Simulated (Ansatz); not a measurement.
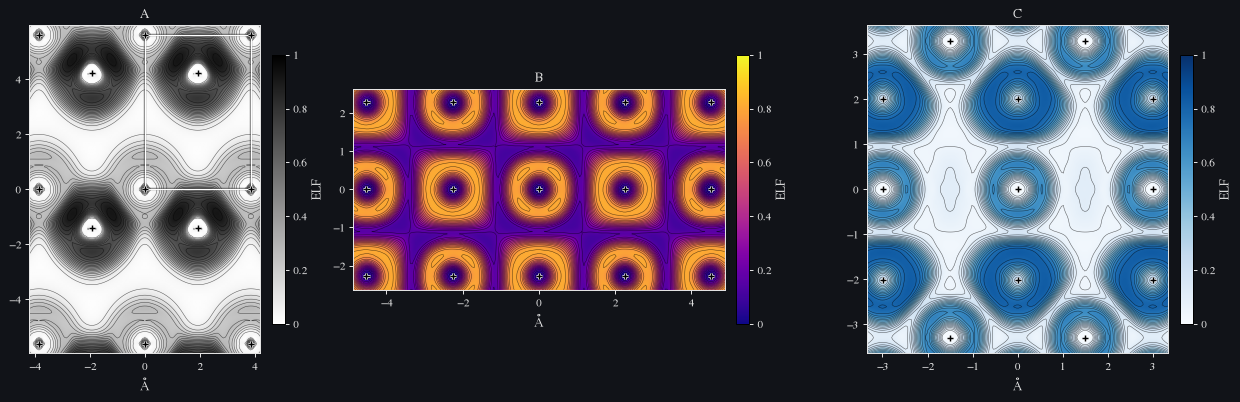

The electron localisation function of 3 systems, each on a plane through atoms (crosses mark nuclei in the plane).

Method: DFT, PBE, plane-wave PAW, default files, scalar-relativistic, frozen cores in Ansatz 0.2.0.

System 1: TiO2, the (11̄0) plane of the conventional cell. Space group P4₂/mnm; computed pressure about −4 GPa in this cell; computed without spin polarisation.

System 2: ZrN, the (110) plane of the conventional cell. Space group I4/mmm; computed pressure about 7 GPa in this cell; computed without spin polarisation.

```yaml
crystal:
  lattice:
    - [2.28423, -2.28423, 0.00000]
    - [2.28423, 2.28423, 0.00000]
    - [0.00000, 0.00000, 4.52279]
  atoms:
    - { symbol: Zr, position: [0.00000, 0.00000, 0.00000] }
    - { symbol: Zr, position: [0.50000, 0.50000, 0.50000] }
    - { symbol: N, position: [0.50000, 0.50000, 0.00000] }
    - { symbol: N, position: [0.00000, 0.00000, 0.50000] }
```

System 3: GaP, the (100) plane of the conventional cell. Space group I-4m2.

```xyz
4
Lattice="2.7252 2.7252 0.0000 -2.7252 2.7252 0.0000 0.0000 0.0000 5.6140" Properties=species:S:1:pos:R:3 pbc="T T T"
Ga    0.0000    0.0000    0.0000
Ga    0.0000    2.7252    2.8070
P     1.3626    1.3626    1.4035
P    -1.3626    1.3626    4.2105
```

**Match each panel to its system.**

Panel A is system 3, GaP: the plane holds Ga and P. Ga–P (2.38 Å): the ELF peaks at about 0.90 in the valence shell of P, 0.9 Å from its nucleus, and is about 0.75 at the midpoint. Panel B is system 2, ZrN: the plane holds Zr and N. Zr–N (2.26 Å): the ELF peaks at about 0.80 in the valence shell of N, 0.7 Å from its nucleus, and drops to about 0.15 between the two atoms (no shared electron pair shows on this line). Panel C is system 1, TiO2: the plane holds Ti and O. Ti–O (1.97 Å): the ELF peaks at about 0.80 in the valence shell of O, 0.6 Å from its nucleus, and is about 0.20 at the midpoint; no shared electron pair shows on this line.
